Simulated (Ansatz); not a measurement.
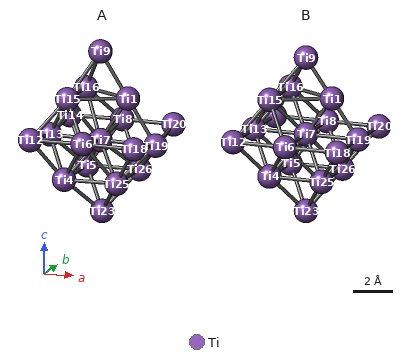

Two geometries of a defect cell of composition Ti (started half-way along a vacancy jump, in the symmetry of that start), drawn at one scale. One is the start of a relaxation, the other its converged end. A ball-and-stick model of the atoms within 4.2 Å of the atom that moves most (axes of the conventional cell (2 times the calculation's cell)), seen slightly off an axis. Lengths and directions refer to the drawn axes.

Computed with DFT PBE, scalar-relativistic, plane waves, PAW in Ansatz. (plane-wave cutoff 420 eV; k-point mesh 4 × 4 × 4; occupations gaussian; smearing width 0.1 eV; no spin polarisation; atoms relaxed in a fixed cell; force threshold 0.02 eV/Å; at most 60 steps)

Which geometry has the lower energy?

Answer. Structure A is the relaxed one. The largest moves, 0.33 Å, are those of Ti3, Ti7, Ti9 and Ti19. Ti7 goes along [−1 0 −3]. The cell doesn't change. Near-neighbour distances that change, for instance: Ti1–Ti19 2.518 → 2.833 Å, Ti12–Ti14 2.908 → 3.201 Å, Ti18–Ti20 2.908 → 3.193 Å, Ti15–Ti16 2.908 → 2.628 Å. Over 5 accepted moves (6 points after the start) the energy falls by 0.825 eV per cell of the calculation. Largest force component: 0.91 eV/Å at the start, 0.0066 eV/Å at the end. 1 step only repeated the SCF at the same geometry. Cost: 4.5 min on 4 threads of Intel(R) Xeon(R) Processor @ 2.30GHz, with other jobs on the host, peak memory 2.1 GiB.
